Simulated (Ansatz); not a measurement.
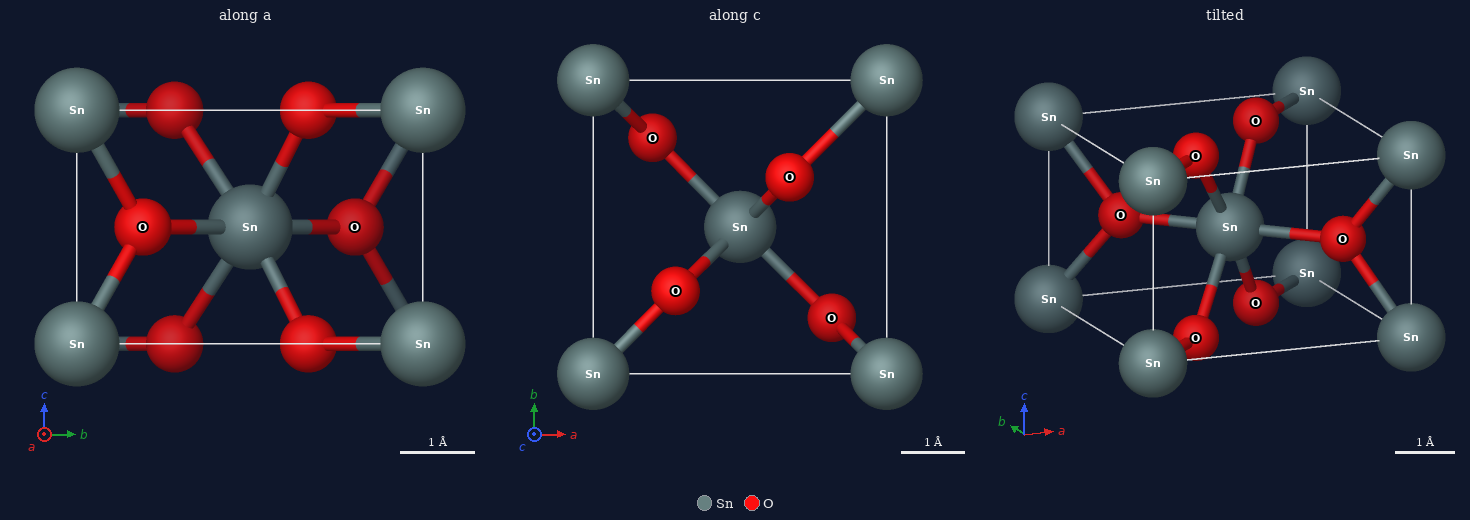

Ball-and-stick representation of a periodic structure, projected along the a axis, along the c axis and slightly off an axis. The wireframe shows the unit cell. Cell: a = 4.721 Å, b = 4.724 Å, c = 3.190 Å, α = 90.00°, β = 90.00°, γ = 90.00°.

Summary of the structure:

The material is SnO₂. Strictly the space group is Pm (No. 6, within 0.01 Å). It is a distorted form of a primitive tetragonal structure, space group P4_2/mnm (No. 136) within 0.45 Å: rutile. Counting shared atoms by their share gives 2 Sn, 4 O, or 6 atoms. The neighbours of Sn are six O in a distorted octahedral arrangement at about 1.9 to 2.2 Å. Each O atom is coordinated by three Sn at about 1.9 to 2.2 Å. The bonds build a three-dimensional framework.

Its origin is a structure listed in the Materials Project. The cell was then strained or its atoms displaced on purpose. It was run through Ansatz as a DFT input.

At this level of theory the run's own cell isn't at rest (compressed, at 4 GPa and forces up to 4.0 eV/Å), so its distances can differ from those at equilibrium, the more so the softer the solid.
